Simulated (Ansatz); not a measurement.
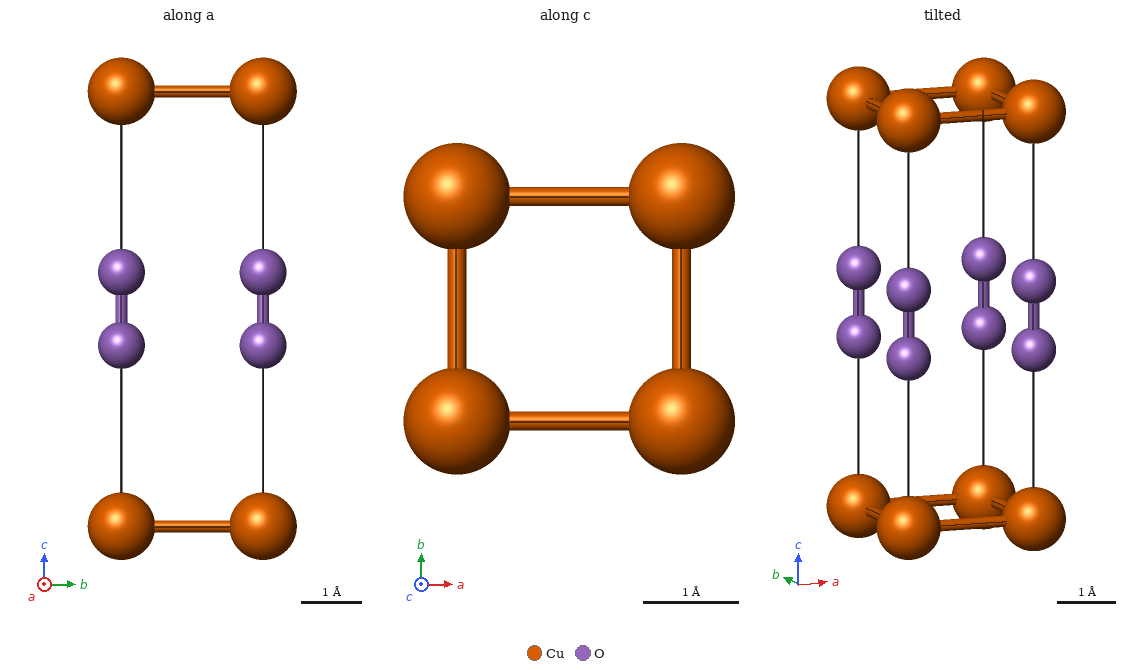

Structure drawing (ball-and-stick), viewed along the a axis, along the c axis and slightly off an axis. The edges of the conventional unit cell are marked. Cell: a = 2.364 Å, b = 2.364 Å, c = 7.260 Å, α = 90.00°, β = 90.00°, γ = 90.00°.

Explain the picture.

- The solid is CuO2.
- The lattice is primitive tetragonal and the space group P4/mmm (No. 123).
- The cell has 3 atoms, namely 1 Cu, 2 O.
- Cu is coordinated by four Cu in a square planar arrangement at about 2.4 Å. O is linked to one O at about 1.2 Å.

It derives from a structure listed in the Materials Project. Earlier steps of the study, as a rule a relaxation of our own, may have changed the cell and positions, so they can lie some per cent off the listed ones. An electronic-structure calculation with Ansatz was run on it.
